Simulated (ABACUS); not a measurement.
## Band-structure run of SnO (part 1 of 2)

The run: band-structure run of SnO (P4/nmm, 4 atoms in the cell). Method and program: Kohn-Sham DFT of a periodic cell, r2SCAN, SG15 ONCV 1.2 PBE, no spin polarisation (ABACUS 3.10.1).

The structure derives from a Materials Project entry.

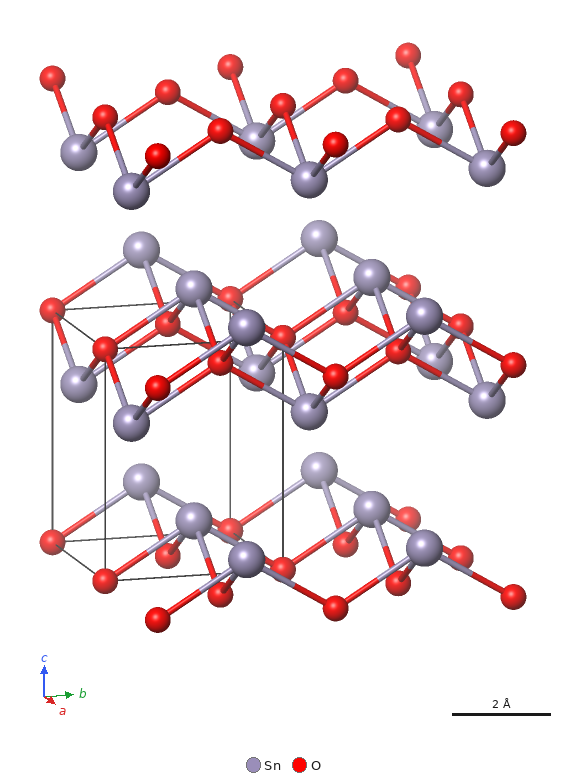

*The input geometry (ball-and-stick view of the cell of the calculation, repeated 2 × 2 × 2, seen slightly off an axis). An atom can appear more than once, as a periodic image.*

**Key numbers**

```csv
quantity,value
outcome,converged
space group (tolerance 0.01 Å),P4/nmm (129)
electrons treated,40
free energy,−4133.7732 eV
Fermi energy,11.089 eV
gap on the k-point mesh,0.55 eV
pressure,−0.62 GPa
largest force (length of the vector),0.244 eV/Å
hardware,"4 threads of Intel Xeon @ 2.50GHz (Skylake/Cascade Lake), 32 GiB of memory available, shared host"
wall time,77 s (CPU time 5.1 min)
peak memory,0.4 GiB
```

**The input**
```python
"""ABACUS run from a structure file: ASE reads it, the script writes STRU, KPT and INPUT."""
import re
import subprocess
from ase.io import read
from ase.units import Bohr

atoms = read("SnO.cif")
atoms = atoms[(-atoms.numbers).argsort(kind="stable")]  # ABACUS lists atoms element by element
pseudo = {'Sn': 'Sn_ONCV_PBE-1.2.upf', 'O': 'O_ONCV_PBE-1.2.upf'}
orbital = {}
magmoms = None
kmesh = [4, 4, 4]
params = {
    'suffix': 'SnO',
    'calculation': 'scf',
    'basis_type': 'pw',
    'pseudo_dir': './',
    'symmetry': 1,
    'dft_functional': 'MGGA_X_R2SCAN+MGGA_C_R2SCAN',
    'ecutwfc': 97,
    'pseudo_rcut': 7,
    'nspin': 1,
    'nbands': 30,
    'ks_solver': 'dav',
    'smearing_method': 'fd',
    'smearing_sigma': 0.00367493,
    'scf_thr': 1e-08,
    'scf_nmax': 100,
    'mixing_type': 'broyden',
    'mixing_beta': 0.7,
    'cal_force': 1,
    'cal_stress': 1,
    'mixing_tau': 1,
    'out_chg': 1,
    'out_pot': 2,
    'out_elf': 1,
}

symbols = atoms.get_chemical_symbols()
elements = list(dict.fromkeys(symbols))
lines = ["ATOMIC_SPECIES"] + [f"{e} {atoms.get_masses()[symbols.index(e)]:.4f} {pseudo[e]}" for e in elements]
if orbital:
    lines += ["", "NUMERICAL_ORBITAL"] + [orbital[e] for e in elements]
lines += ["", "LATTICE_CONSTANT", f"{1 / Bohr:.10f}", "", "LATTICE_VECTORS"]
lines += [" ".join(f"{x:.10f}" for x in v) for v in atoms.cell]
lines += ["", "ATOMIC_POSITIONS", "Direct"]
for e in elements:
    lines += ["", e, "0.0", str(symbols.count(e))]
    for i, p in enumerate(atoms.get_scaled_positions(wrap=False)):
        if symbols[i] == e:
            mag = "" if magmoms is None else " mag " + " ".join(str(x) for x in (magmoms[i] if isinstance(magmoms[i], list) else [magmoms[i]]))
            lines.append(" ".join(f"{x:.10f}" for x in p) + " 1 1 1" + mag)
open("STRU", "w").write("\n".join(lines) + "\n")
open("KPT", "w").write("K_POINTS\n0\nGamma\n%d %d %d 0 0 0\n" % tuple(kmesh))
open("INPUT", "w").write("INPUT_PARAMETERS\n" + "".join(f"{k:<20s}{v}\n" for k, v in params.items()))

done = subprocess.run(['mpirun', '-np', '4', 'abacus'])
if done.returncode:
    raise SystemExit(done.returncode)
log = open("OUT.SnO/running_scf.log").read()
print("final energy (eV):", re.findall(r"FINAL_ETOT_IS (\S+)", log))
```

**File SnO.cif**
```
data_SnO
_cell_length_a 3.81369522
_cell_length_b 3.81369522
_cell_length_c 4.88691330
_cell_angle_alpha 90.00000000
_cell_angle_beta 90.00000000
_cell_angle_gamma 90.00000000
_space_group_name_H-M_alt 'P1'
_space_group_name_Hall 'P 1'
_space_group_IT_number 1
loop_
_space_group_symop_operation_xyz
'x,y,z'
loop_
_atom_site_label
_atom_site_type_symbol
_atom_site_symmetry_multiplicity
_atom_site_Wyckoff_symbol
_atom_site_fract_x
_atom_site_fract_y
_atom_site_fract_z
_atom_site_occupancy
Sn1 Sn 1 a 0.5000000000 0.0000000000 0.7646261400 1
Sn2 Sn 1 a 0.0000000000 0.5000000000 0.2353738600 1
O1 O 1 a 0.0000000000 0.0000000000 0.0000000000 1
O2 O 1 a 0.5000000000 0.5000000000 0.0000000000 1
```

**File INPUT**
```
INPUT_PARAMETERS
suffix              SnO
calculation         scf
basis_type          pw
pseudo_dir          ./
symmetry            1
dft_functional      MGGA_X_R2SCAN+MGGA_C_R2SCAN
ecutwfc             97
pseudo_rcut         7
nspin               1
nbands              30
ks_solver           dav
smearing_method     fd
smearing_sigma      0.00367493
scf_thr             1e-08
scf_nmax            100
mixing_type         broyden
mixing_beta         0.7
cal_force           1
cal_stress          1
mixing_tau          1
out_chg             1
out_pot             2
out_elf             1
```

**File STRU**
```
ATOMIC_SPECIES
Sn 118.7100 Sn_ONCV_PBE-1.2.upf
O 15.9990 O_ONCV_PBE-1.2.upf

LATTICE_CONSTANT
1.8897261258

LATTICE_VECTORS
3.8136952200 0.0000000000 0.0000000000
0.0000000000 3.8136952200 0.0000000000
0.0000000000 0.0000000000 4.8869133000

ATOMIC_POSITIONS
Direct

Sn
0.0
2
0.5000000000 0.0000000000 0.7646261400 1 1 1
0.0000000000 0.5000000000 0.2353738600 1 1 1

O
0.0
2
0.0000000000 0.0000000000 0.0000000000 1 1 1
0.5000000000 0.5000000000 0.0000000000 1 1 1
```

**File KPT**
```
K_POINTS
0
Gamma
4 4 4 0 0 0
```

Run as:
```bash
OMP_NUM_THREADS=1 python run_abacus.py > log
```

**The program's output**
```
ABACUS v3.10.1

               Atomic-orbital Based Ab-initio Computation at UStc

 ------------------------------------------------------------------------------------

 READING GENERAL INFORMATION
                           global_out_dir = OUT.SnO/
                           global_in_card = INPUT
                               pseudo_dir = ./
                              orbital_dir =
                                    DSIZE = 4
                                    GSIZE = 1

 READING UNITCELL INFORMATION
                                    ntype = 2
                  lattice constant (Bohr) = 1.88973
              lattice constant (Angstrom) = 1

 READING ATOM TYPE 1
                               atom label = Sn
                      L=0, number of zeta = 1
                      L=1, number of zeta = 1
                      L=2, number of zeta = 1
             number of atom for this type = 2

 READING ATOM TYPE 2
                               atom label = O
                      L=0, number of zeta = 1
                      L=1, number of zeta = 1
                      L=2, number of zeta = 1
             number of atom for this type = 2

                        TOTAL ATOM NUMBER = 4
DIRECT COORDINATES
    atom                   x                   y                   z     mag                  vx                  vy                  vz
taud_Sn1            0.5000000000        0.0000000000        0.7646261400  0.0000        0.0000000000        0.0000000000        0.0000000000
taud_Sn2            0.0000000000        0.5000000000        0.2353738600  0.0000        0.0000000000        0.0000000000        0.0000000000
taud_O1            0.0000000000        0.0000000000        0.0000000000  0.0000        0.0000000000        0.0000000000        0.0000000000
taud_O2            0.5000000000        0.5000000000        0.0000000000  0.0000        0.0000000000        0.0000000000        0.0000000000

                          Volume (Bohr^3) = 479.649
                             Volume (A^3) = 71.0765

 Lattice vectors: (Cartesian coordinate: in unit of a_0)
              +3.8137                  +0                  +0
                   +0             +3.8137                  +0
                   +0                  +0            +4.88691
 Reciprocal vectors: (Cartesian coordinate: in unit of 2 pi/a_0)
            +0.262213                  -0                  +0
                   -0           +0.262213                  -0
                   +0                  -0           +0.204628
 The esolver type has been set to : ksdft_pw

                PAO radial cut off (Bohr) = 7

 Read in pseudopotential file is Sn_ONCV_PBE-1.2.upf
                     pseudopotential type = NC
          exchange-correlation functional = PBE
                 nonlocal core correction = 0
                        valence electrons = 14
                                     lmax = 2
                           number of zeta = 0
                     number of projectors = 6
                           L of projector = 0
                           L of projector = 0
                           L of projector = 1
                           L of projector = 1
                           L of projector = 2
                           L of projector = 2
 XC functional updated to : MGGA_X_R2SCAN+MGGA_C_R2SCAN
          exchange-correlation functional = MGGA_X_R2SCAN+MGGA_C_R2SCAN
                PAO radial cut off (Bohr) = 7

 Read in pseudopotential file is O_ONCV_PBE-1.2.upf
                     pseudopotential type = NC
          exchange-correlation functional = PBE
                 nonlocal core correction = 0
                        valence electrons = 6
                                     lmax = 1
                           number of zeta = 0
                     number of projectors = 4
                           L of projector = 0
                           L of projector = 0
                           L of projector = 1
                           L of projector = 1
 XC functional updated to : MGGA_X_R2SCAN+MGGA_C_R2SCAN
          exchange-correlation functional = MGGA_X_R2SCAN+MGGA_C_R2SCAN
     initial pseudo atomic orbital number = 0

 SETUP THE ELECTRONS NUMBER
            electron number of element Sn = 14
      total electron number of element Sn = 28
             electron number of element O = 6
       total electron number of element O = 12
            AUTOSET number of electrons:  = 40
                           occupied bands = 20
                                   NBANDS = 30
                                   NLOCAL = 36

%%%%%%%%%%%%%%%%%%%%%%%%%%%%%%%%%%%%%%%%%%%%%%%%%%%%%%%%%%%%%%%%%%%%%%%%%%%%%%%%%%%%%%%%%%%%%%%%%%%%%%%%%%
 Warning: the number of valence electrons in pseudopotential > 4 for Sn: [Kr] 4d10 5s2 5p2
 Pseudopotentials with additional electrons can yield (more) accurate outcomes, but may be less efficient.
 If you're confident that your chosen pseudopotential is appropriate, you can safely ignore this warning.
%%%%%%%%%%%%%%%%%%%%%%%%%%%%%%%%%%%%%%%%%%%%%%%%%%%%%%%%%%%%%%%%%%%%%%%%%%%%%%%%%%%%%%%%%%%%%%%%%%%%%%%%%%

 SETUP THE PLANE WAVE BASIS
 energy cutoff for charge/potential (unit:Ry) = 388
            fft grid for charge/potential = [ 45, 45, 60 ]
                        fft grid division = [ 1, 1, 1 ]
        big fft grid for charge/potential = [ 45, 45, 60 ]
                                     nbxx = 30375
                                     nrxx = 30375

 SETUP PLANE WAVES FOR CHARGE/POTENTIAL
                    number of plane waves = 61877
                         number of sticks = 1605

 PARALLEL PW FOR CHARGE/POTENTIAL
     PROC   COLUMNS(POT)             PW
        1            401          15469
        2            402          15470
        3            402          15470
        4            400          15468
 --------------- sum -------------------
        4           1605          61877
                            number of |g| = 3061
                                  max |g| = 35.0872
                                  min |g| = 0.137511

----------- Double Check Mixing Parameters Begin ------------
mixing_type: broyden
mixing_beta: 0.7
mixing_gg0: 1
mixing_gg0_min: 0.1
mixing_ndim: 8
----------- Double Check Mixing Parameters End ------------

 LATTICE VECTORS: (CARTESIAN COORDINATE: IN UNIT OF A0)
              +3.8137                  +0                  +0
                   +0             +3.8137                  +0
                   +0                  +0            +4.88691
                       right hand lattice = 1
                                   NORM_A = 3.8137
                                   NORM_B = 3.8137
                                   NORM_C = 4.88691
                           ALPHA (DEGREE) = 90
                           BETA  (DEGREE) = 90
                           GAMMA (DEGREE) = 90

 The lattice vectors have been changed (STRU_SIMPLE.cif)

(for optimal symmetric configuration:)
                             BRAVAIS TYPE = 5
                     BRAVAIS LATTICE NAME = 05. Tetrogonal P (simple)
                                    ibrav = 5
                                    IBRAV = 5
                                  BRAVAIS = SIMPLE TETROGONAL CELL
                       LATTICE CONSTANT A = 3.8137
                                C/A RATIO = 1.28141
Original cell was already a primitive cell.
                        ROTATION MATRICES = 16
              PURE POINT GROUP OPERATIONS = 8
                   SPACE GROUP OPERATIONS = 16
                                       C2 = 3
                                       C3 = 0
                                       C4 = 0
                                       C6 = 0
                                       S1 = 2
                                       S3 = 0
                                       S4 = 2
                                       S6 = 0
                              POINT GROUP = D_2d
               POINT GROUP IN SPACE GROUP = D_4h

 SETUP K-POINTS
                                    nspin = 1
                   Input type of k points = Monkhorst-Pack(Gamma)
                                   nkstot = 64
                       right hand lattice = 1
(for reciprocal lattice: )
                             BRAVAIS TYPE = 5
                     BRAVAIS LATTICE NAME = 05. Tetrogonal P (simple)
                                    ibrav = 5
                       right hand lattice = 1
(for k-lattice: )
                             BRAVAIS TYPE = 5
                     BRAVAIS LATTICE NAME = 05. Tetrogonal P (simple)
                                    ibrav = 5
                       right hand lattice = 1
                        ROTATION MATRICES = 16
                               nkstot_ibz = 18
K-POINTS REDUCTION ACCORDING TO SYMMETRY
     IBZ    DIRECT_X    DIRECT_Y    DIRECT_Z  WEIGHT  ibz2bz
       1  0.00000000  0.00000000  0.00000000  0.0156       0
       2  0.25000000  0.00000000  0.00000000  0.0625       1
       3  0.50000000  0.00000000  0.00000000  0.0312       2
       4  0.25000000  0.25000000  0.00000000  0.0625       5
       5  0.50000000  0.25000000  0.00000000  0.0625       6
       6  0.50000000  0.50000000  0.00000000  0.0156      10
       7  0.00000000  0.00000000  0.25000000  0.0312      16
       8  0.25000000  0.00000000  0.25000000  0.1250      17
       9  0.50000000  0.00000000  0.25000000  0.0625      18
      10  0.25000000  0.25000000  0.25000000  0.1250      21
      11  0.50000000  0.25000000  0.25000000  0.1250      22
      12  0.50000000  0.50000000  0.25000000  0.0312      26
      13  0.00000000  0.00000000  0.50000000  0.0156      32
      14  0.25000000  0.00000000  0.50000000  0.0625      33
      15  0.50000000  0.00000000  0.50000000  0.0312      34
      16  0.25000000  0.25000000  0.50000000  0.0625      37
      17  0.50000000  0.25000000  0.50000000  0.0625      38
      18  0.50000000  0.50000000  0.50000000  0.0156      42

                               nkstot now = 18
[... K-POINTS DIRECT COORDINATES: 18 rows ...]

           k-point number in this process = 18
       minimum distributed K point number = 18
[... stars of the k points ...]

[... K-POINTS CARTESIAN COORDINATES: 18 rows ...]

[... K-POINTS DIRECT COORDINATES: 18 rows ...]

 SETUP PLANE WAVES FOR WAVE FUNCTIONS
     energy cutoff for wavefunc (unit:Ry) = 97
              fft grid for wave functions = [ 45, 45, 60 ]
                    number of plane waves = 9503
                         number of sticks = 465

 PARALLEL PW FOR WAVE FUNCTIONS
     PROC   COLUMNS(POT)             PW
        1            116           2376
        2            117           2375
        3            116           2376
        4            116           2376
 --------------- sum -------------------
        4            465           9503

 SETUP NONLOCAL PSEUDOPOTENTIALS IN PLANE WAVE BASIS
 Sn non-local projectors:
 projector 1 L=0
 projector 2 L=0
 projector 3 L=1
 projector 4 L=1
 projector 5 L=2
 projector 6 L=2
 O non-local projectors:
 projector 1 L=0
 projector 2 L=0
 projector 3 L=1
 projector 4 L=1
      TOTAL NUMBER OF NONLOCAL PROJECTORS = 52

 Init Non-Local PseudoPotential table :
 Init Non-Local-Pseudopotential done.

                                     npwx = 1978

 -------------------------------------------
 SELF-CONSISTENT
 -------------------------------------------
                                 init_chg = atomic

 PW ALGORITHM --------------- ION=   1  ELEC=   1--------------------------------

 Density error is 0.975946431586
                          Error Threshold = 0.01
----------------------------------------------------------
     Energy           Rydberg                 eV
----------------------------------------------------------
 E_KohnSham     -303.3333808973      -4127.0623738071
 E_Harris       -296.3609709206      -4032.1978693319
 E_Fermi        0.7552503071         10.2757075930
----------------------------------------------------------

 PW ALGORITHM --------------- ION=   1  ELEC=   2--------------------------------

 Density error is 0.991272857526
                          Error Threshold = 0.00243986607897
----------------------------------------------------------
     Energy           Rydberg                 eV
----------------------------------------------------------
 E_KohnSham     -303.5809699108      -4130.4309951529
 E_Harris       -309.7525989786      -4214.4003164181
 E_Fermi        0.8277067314         11.2615278202
----------------------------------------------------------
```
